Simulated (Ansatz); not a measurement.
# Single-point calculation of Cd$_{7}$Se$_{8}$ (charge −2) (part 1 of 2)

The run: single-point calculation of Cd$_{7}$Se$_{8}$ (defect cell, 15 atoms in the cell, total charge −2). Method and program: DFT PBE, scalar-relativistic, plane waves, PAW, no spin polarisation (Ansatz 0.2.0).

The structure derives from an entry of the Crystallography Open Database. It belongs to a series of runs on one base structure; here: half-way along the straight path, unrelaxed. Figures and captions count atoms from 1; the log counts them from 0 in places.

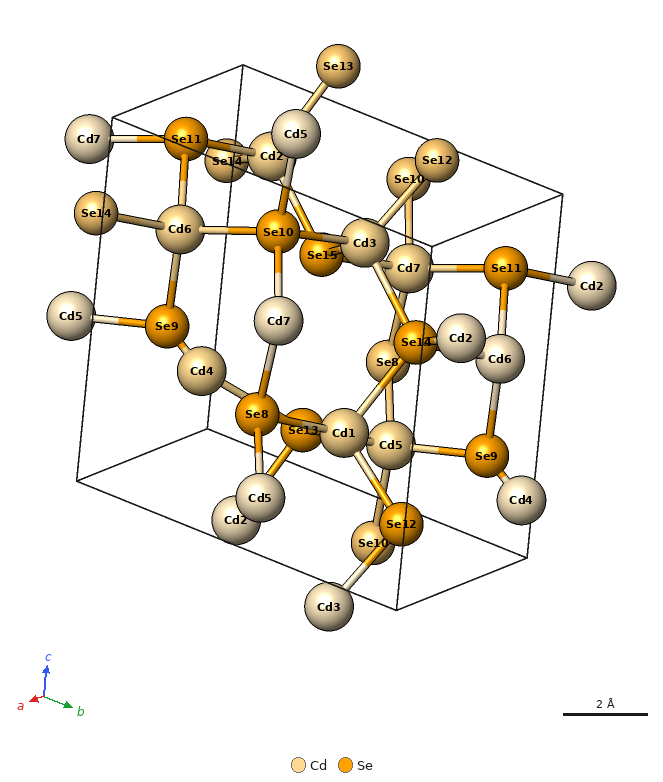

*The structure as given in the input (ball-and-stick view of the cell of the calculation, seen slightly off an axis; neighbours outside the cell are drawn fainter; atoms are numbered from 1 in the order of the input).*

Near neighbours in the crystal (not all of them lie inside the picture): Cd has 4 Se at 2.64 to 2.76 Å; Cd has 2 Se at 1.35 to 3.03 Å; Se has 3 Cd at 1.35 to 2.72 Å; Se has 4 Cd at 2.68 to 3.03 Å; Se has 2 Cd at 2.64 to 2.65 Å.

The input
```yaml
crystal:
  lattice:
    - [2.1918967987, -3.7964766202, 7.1529442853]
    - [2.1918967987, -3.7964766202, -7.1529442853]
    - [4.3837935972, 7.5929532404, 0.0]
  atoms:
    - { symbol: Cd, position: [0.6665030497, 0.6645835384, 0.3207410398] }
    - { symbol: Cd, position: [0.1714264524, 0.1788943314, 0.8367237831] }
    - { symbol: Cd, position: [0.6618585545, 0.6686328299, 0.8440883851] }
    - { symbol: Cd, position: [0.3724795335, 0.1068298149, 0.2500001976] }
    - { symbol: Cd, position: [0.0957620669, 0.593842793, 0.179259559] }
    - { symbol: Cd, position: [0.5677687408, 0.0745447815, 0.6559112089] }
    - { symbol: Cd, position: [0.084703253, 0.5921704927, 0.6632760591] }
    - { symbol: Se, position: [0.8459010122, 0.4658111294, 0.3267769983] }
    - { symbol: Se, position: [0.3583939549, 0.9844150904, 0.3277441886] }
    - { symbol: Se, position: [0.8545542224, 0.4772998623, 0.8347694585] }
    - { symbol: Se, position: [0.3597846195, 0.9864179361, 0.8432871817] }
    - { symbol: Se, position: [0.7806494688, 0.9066703696, 0.1722551572] }
    - { symbol: Se, position: [0.2691240707, 0.3890344164, 0.1732231684] }
    - { symbol: Se, position: [0.7697840102, 0.8925306741, 0.6652305338] }
    - { symbol: Se, position: [0.2664982068, 0.3931307237, 0.6567130809] }
total_charge: -2
basis:
  ecutwfc: 420
kpoints:
  mp_grid: { grid: [4, 4, 4] }
hamiltonian:
  xc: pbe
scf:
  occupations: { method: gaussian, width: 0.05 }
output:
  forces: true
  stress: true
  eigenvalues: true
  write_density: true
  write_potential: true
  elf: true
  volumetric_format: npy
```

Machine: 4 threads of Arm Neoverse V1, 24 GiB of memory available, shared host.

Command:
```bash
ansatz run input.yaml --threads 4 --pin off --max-ram 9216MiB --backend cpu --events-out ev --progress --plain --runs-dir out
```

What the program printed
```
Engine: ansatz 0.2.0, aarch64-unknown-linux-gnu
Pseudopotentials: kind: paw
Pseudopotential: Cd, paw, valence charge 20, recommended cutoff 420 eV (normal), Cd.paw.azcp
Pseudopotential: Se, paw, valence charge 16, recommended cutoff 420 eV (normal), Se.paw.azcp
Functional definition: PBE
  parameter kappa = 0.804
  parameter beta = 0.06672455060314922
  exchange = pbe_x(kappa = kappa, mu = beta*pi^2/3)
  correlation = pbe_c(beta = beta)
Crystal: 15 atoms, lattice volume = 476.185 Å³
Basis set: ecut = 420 eV, 9277 PW (Γ), exchange–correlation on 120×120×120 points (8 copies of the dense FFT grid, shifted against one another)
Bands: 162, of which v1, the nominal top of the filled ones, is band 135 counted from 1 (134 counted from 0)
Symmetry: 1 space group operations
Space group: P1 (ITA 1), of the structure as read, at distance tolerance 7.8e-5 Å
k-points: 36 of 64 (time reversal used)
Non-local potential: Cd, projectors of the file, l = 0: 3, l = 1: 2, l = 2: 2, l = 3: 1
Non-local potential: Se, projectors of the file, l = 0: 2, l = 1: 2, l = 2: 3, l = 3: 1
PAW form: soft (Blöchl's): semilocal exchange-correlation on the pseudo side does not see the compensation charge
PAW one-centre angular grid: Cd, 590 points (default); XC on 64 Gauss nodes
PAW one-centre angular grid: Se, 590 points (default); XC on 64 Gauss nodes
Initial density: superposition of atomic densities (neutral atoms scaled as one to the charged cell's electrons: chi_scale 0, normalization atom), corrected by the library's trained network
Initial wavefunctions: pseudopotential atomic-orbital guess
Functional: x = pbe(κ = 0.804, μ = 0.2195149727645171), c = pbe(β = 0.06672455060314922)
SCF iter   1: F=—  HF=-101489.145298 eV  |F-HF|=—  |Δ(HF+E_count)|=         —  Δρ=3.60e-2  dr2=7.22e0  ethr=1.77e-3  ⟨swp⟩=5.2  Hψ=23645  notcnv=0  defer=437
preconditioner: auto → Resta (q_TF=auto, 2.482 Å⁻¹)  ε∞=4.0  [insulator: Δε(μ)=0.414 eV  Ē_g=11.283 eV  σ=0.050 eV  W_gap=1.00  n_scr=122 (ndim 8)  ℏωp=19.7 eV  f_vac=0.226  D(μ)=0.00/eV (n_scr^D=0)  ε∞_Penn≈4.0]
SCF iter   2: F=—  HF=-101486.902061 eV  |F-HF|=—  |Δ(HF+E_count)|=    2.24e0  Δρ=1.16e-2  dr2=9.62e-1  ethr=1.77e-3  ⟨swp⟩=2.7  Hψ=10871  notcnv=0  defer=744
SCF iter   3: F=—  HF=-101486.642879 eV  |F-HF|=—  |Δ(HF+E_count)|=   2.59e-1  Δρ=4.81e-3  dr2=1.70e-1  ethr=3.56e-4  ⟨swp⟩=2.1  Hψ=11572  notcnv=0  defer=744
SCF iter   4: F=—  HF=-101486.608349 eV  |F-HF|=—  |Δ(HF+E_count)|=   3.45e-2  Δρ=1.08e-3  dr2=1.09e-2  ethr=6.31e-5  ⟨swp⟩=2.0  Hψ=10177  notcnv=0  defer=744
SCF iter   5: F=—  HF=-101486.610552 eV  |F-HF|=—  |Δ(HF+E_count)|=   2.20e-3  Δρ=4.29e-4  dr2=1.66e-3  ethr=4.04e-6  ⟨swp⟩=2.0  Hψ=10546  notcnv=0  defer=743
SCF iter   6: F=—  HF=-101486.611484 eV  |F-HF|=—  |Δ(HF+E_count)|=   9.33e-4  Δρ=2.14e-4  dr2=3.71e-4  ethr=6.16e-7  ⟨swp⟩=2.0  Hψ=9090  notcnv=0  defer=743
SCF iter   7: F=—  HF=-101486.611781 eV  |F-HF|=—  |Δ(HF+E_count)|=   2.96e-4  Δρ=6.09e-5  dr2=2.79e-5  ethr=1.37e-7  ⟨swp⟩=2.0  Hψ=9530  notcnv=0  defer=743
SCF iter   8: F=—  HF=-101486.612223 eV  |F-HF|=—  |Δ(HF+E_count)|=   4.43e-4  Δρ=2.56e-5  dr2=4.47e-6  ethr=1.03e-8  ⟨swp⟩=2.0  Hψ=9972  notcnv=0  defer=743
SCF iter   9: F=—  HF=-101486.612232 eV  |F-HF|=—  |Δ(HF+E_count)|=   9.08e-6  Δρ=1.27e-5  dr2=1.37e-6  ethr=1.66e-9  ⟨swp⟩=2.0  Hψ=9950  notcnv=0  defer=743
SCF iter  10: F=—  HF=-101486.612234 eV  |F-HF|=—  |Δ(HF+E_count)|=   1.32e-6  Δρ=4.03e-6  dr2=1.42e-7  ethr=5.09e-10  ⟨swp⟩=2.0  Hψ=9698  notcnv=0  defer=743
SCF iter  11: F=-101486.612234 eV  HF=-101486.612234 eV  |F-HF|=2.54e-8  |Δ(HF+E_count)|=   2.67e-7  Δρ=2.25e-6  dr2=3.11e-8  ethr=3.70e-11  ⟨swp⟩=15.6  Hψ=47274  notcnv=0
SCF 1 converged in 11 iterations: F = -101486.612234 eV  dr2 = 3.11e-8
  greatest PAW one-centre occupation: 1.010 electrons in one spin orbital (limit 2), on the Cd atom at site 3 (counted from 0), in its partial waves of l = 0
```

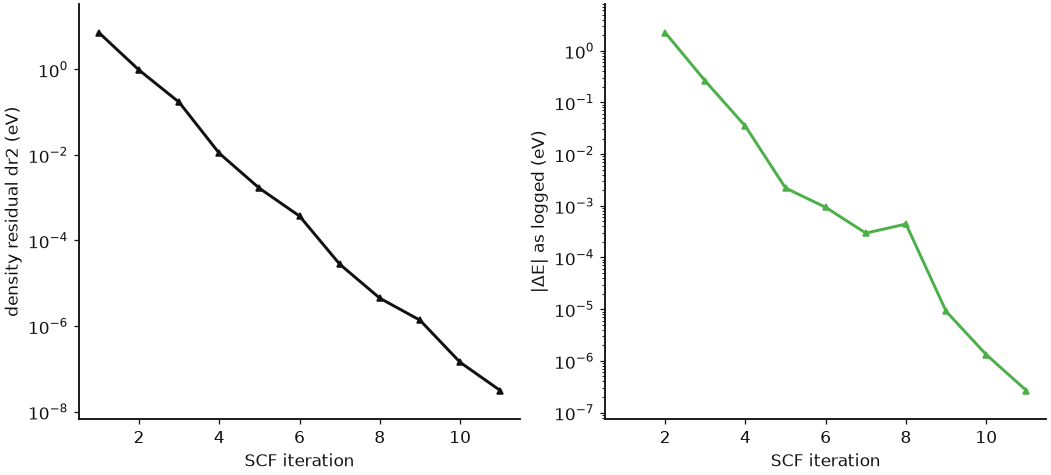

*Convergence of the self-consistent field: density residual dr2 and size of the energy change against the SCF iteration.*

The residual falls at every step.

```
SCF converged after 11 iterations
Free energy (F): -101486.612234 eV
Harris-Foulkes:  -101486.612234 eV  (|F-HF|=2.54e-8)
Internal energy: -101486.610901 eV  (E = F + TS)
E sigma→0 (E₀):  -101486.611568 eV
Entropy (-TS):   -0.001333 eV (-0.089 meV/atom)
Fermi energy:    6.638505 eV
--- Per-component energies (eV) ---
  E_band       = -7149.464283
  E_kinetic    = 4522.205850
  E_local      = -52107.816109  (includes V_loc(G=0)·N_el)
  E_nonlocal   = -4519.295499
  E_hartree    = 24675.547520
  E_xc         = -2089.816863
  E_vxc        = -2360.673587  (∫ρ·V_xc dr)
  E_paw        = -43880.755448  (= ΣΔE_a)
  E_vpaw       = -2034.969283  (= ΣTr[D̂ρ^β])
  E_aug_tail   = -0.004773  (compensation charges beyond the density's cutoff)
  E_ewald      = -28086.675578
  E_smearing   = -0.001333  (= −TS)
  E_closure    = -0.000000  (closes the sum)
  E_deformation_potential = -22.997803  (in the stress; not in F)
  Σ components = -101486.612234   (vs F -101486.612234, Δ=0.00e0)
--- Forces (eV/Å), atoms counted from 1 ---
  atom   1  Cd     0.12762851    -0.70038748    -0.11239565
  atom   2  Cd    -0.13816878    -0.43596172    -0.08789888
  atom   3  Cd     0.26154243     0.47488082    -0.41206412
  atom   4  Cd    -5.66754693  -151.75725154  -106.38414586
  atom   5  Cd    -0.86226207     0.70467658     0.06717145
  atom   6  Cd     0.88306215     0.58759994     0.48606530
  atom   7  Cd    -0.02134764    -0.04091712     0.30596753
  atom   8  Se     0.05152159    -0.00049068    -0.00082580
  atom   9  Se     5.64433155   150.93275765   105.65190061
  atom  10  Se    -0.01728725    -0.02244108     0.14407968
  atom  11  Se     0.01685131     0.01161470    -0.21539849
  atom  12  Se    -0.17475808     0.09738639     0.26808074
  atom  13  Se     0.02652775     0.14869023     0.52086153
  atom  14  Se    -0.09863811    -0.01931592    -0.22324208
  atom  15  Se    -0.03146789     0.01899002    -0.00824731
  max |Σ_I F_I| component: 1.69e-4 eV/Å
--- Stress (GPa, compression-positive) ---
       -0.241716       2.080175       1.397167
        2.080175      55.154402      39.938453
        1.397166      39.938453      25.829130
  P = ⅓ Tr σ = 26.9139 GPa (269.139 kbar)
--- Band table (eV; the first three rows and the last of 36) ---
  k-point 0: bands = ["-102.2313", "-96.3324", "-96.2826", "-95.7053", "-95.6982", "-95.4355", "-95.3930", "-65.6546", "-62.2276", "-62.1025", "-57.4221", "-57.3940", "-57.3762", "-57.3753", "-57.3443", "-57.3227", "-56.7824", "-56.7822", "-56.7664", "-56.7597", "-56.7597", "-56.7453", "-56.5213", "-56.4973", "-56.4812", "-56.4783", "-56.4573", "-56.4307", "-46.4567", "-46.3700", "-46.1039", "-45.2814", "-45.2801", "-40.8610", "-40.8581", "-40.8448", "-40.8294", "-40.8269", "-40.7338", "-40.7265",
      "-40.6781", "-40.6734", "-40.6682", "-40.6602", "-40.6418", "-40.6408", "-40.6405", "-40.6309", "-40.5786", "-40.5753", "-40.5271", "-40.5065", "-40.4952", "-40.4535", "-40.4497", "-40.3986", "-40.3757", "-40.3641", "-40.0579", "-40.0575", "-39.9918", "-39.9875", "-39.9670", "-39.3323", "-39.3320", "-39.2529", "-39.2201", "-39.2043", "-11.7254", "-9.7909", "-9.6269", "-6.2889", "-6.2498", "-6.2411", "-6.0764", "-5.9711", "-5.8631", "-5.7136", "-5.4643", "-5.3381",
      "-4.5436", "-2.4561", "-2.3311", "-2.2982", "-2.2733", "-2.2541", "-2.2445", "-2.2234", "-2.1835", "-2.1759", "-2.0970", "-1.7890", "-1.7255", "-1.7246", "-1.6857", "-1.6643", "-1.6482", "-1.6325", "-1.6192", "-1.6043", "-1.4996", "-1.4782", "-1.4038", "-1.3683", "-1.3618", "-1.3264", "-1.2989", "-1.2898", "-1.2700", "-1.2077", "-1.1327", "1.2025", "1.3828", "2.0131", "2.1507", "2.3811", "2.6746", "3.0679", "3.5791", "3.9782",
      "4.3949", "4.4363", "4.6361", "4.6946", "4.7752", "4.9129", "4.9160", "5.2155", "5.3134", "5.3709", "5.5258", "5.6811", "6.1553", "6.2971", "6.3340", "6.6481", "7.8041", "8.0440", "8.3650", "8.7270", "9.2571", "9.6381", "9.8245", "10.1990", "10.6282", "10.6770", "11.1262", "11.4372", "11.7169", "11.8021", "11.9996", "12.2428", "12.5747", "12.7151", "12.9009", "12.9869", "13.1978", "13.3205", "13.3429", "13.5250",
      "13.7549", "13.8525"]
```
